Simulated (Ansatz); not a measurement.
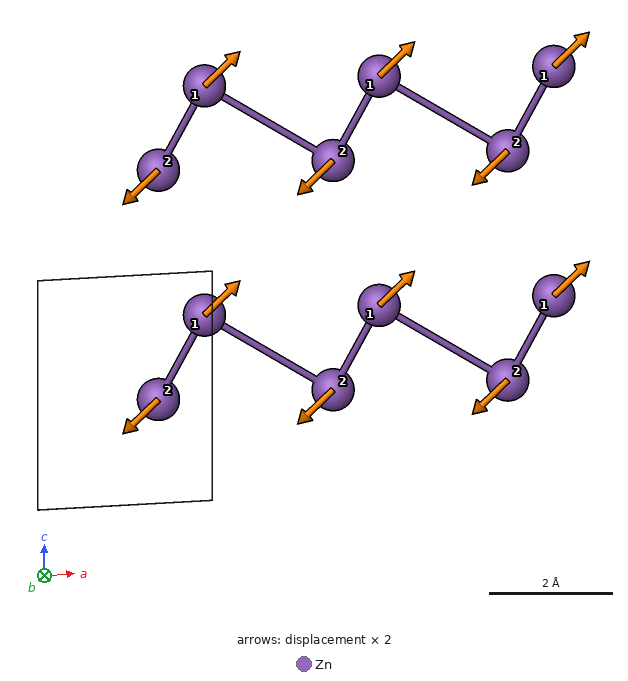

This is a relaxation of a crystal of Zn (built on the random type) (coarse preliminary run). The starting structure is drawn; orange arrows show the displacements (the part carried along by the change of the cell is left out), magnified 2 times.

A ball-and-stick model of the cell of the calculation, reduced to other axes, repeated 3 × 1 × 2 with one cell outlined, seen along the b axis. Lengths and directions refer to the drawn axes.

Case: random cell without symmetry.

Level of theory: DFT PBE, scalar-relativistic, plane waves, PAW in Ansatz. (plane-wave cutoff 420 eV; k-point mesh 6 × 6 × 6; occupations gaussian; smearing width 0.1 eV; no spin polarisation; cell and atoms relaxed; force threshold 0.04 eV/Å; at most 70 steps)

What did the optimiser do to the structure, and how much energy did it gain?

The largest moves relative to the cell, 0.42 Å, are those of Zn1 and Zn2. Zn1 goes along [3 −1 2]. The drawn cell changes as follows: a 2.857 → 2.580 Å (−9.7 %), b 3.038 → 3.182 Å (+4.8 %), c 3.858 → 3.878 Å (+0.5 %), α 76.0° → 80.7°, β 86.9° → 89.6°; the volume changes by −3.1 %. Near-neighbour distances that change, for instance: Zn1–Zn2 3.486 → 2.639 Å, Zn1–Zn2 (another image) 1.820 → 2.640 Å, Zn1–Zn1 2.857 → 2.580 Å, Zn1–Zn2 (another image) 2.750 → 2.636 Å. New bonds form: Zn1–Zn2 (3.49 → 2.64 Å). Among the angles between lasting bonds that change: Zn2–Zn1–Zn2 141.1° → 179.9°, Zn2–Zn1–Zn2 78.3° → 58.5°, Zn2–Zn1–Zn2 139.1° → 121.4°. The space group stays P-1 (No. 2). The energy falls by 1410 meV per atom in 8 accepted moves (11 points after the start). The largest force component goes from 9.3 to 0.0012 eV/Å. The pressure goes from 33.01 to −0.04 GPa. The line search rejected the trial steps at points 6, 8 of the run. The SCF was repeated once at an unchanged geometry on a basis and grid sized afresh for the cell, which shifted the energy by 0.1 meV per atom at most.
